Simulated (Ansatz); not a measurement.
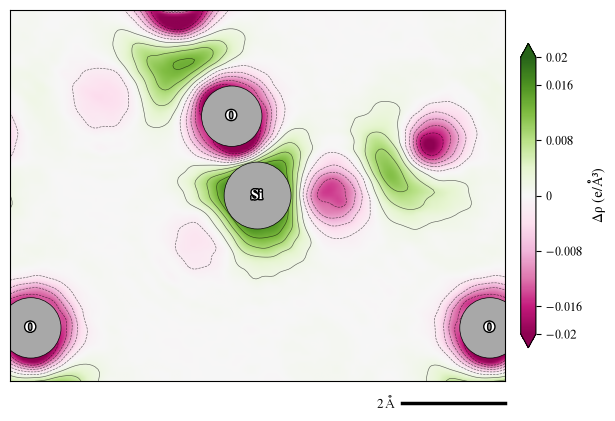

SiO2. Difference of the valence pseudo-densities of two functionals at the same geometry, on the (111) plane of the calculation cell: PBE less r2SCAN.

Both computed with Ansatz (plane waves, PAW), on the same k-point mesh. Grey discs cover the atomic cores.

What does the difference map show?

Against r2SCAN, PBE gives less density around O (−0.013 e/Å³ on average at 0.7 Å from the nucleus) and a change of −0.010 e/Å³ at the midpoint of Si–O.
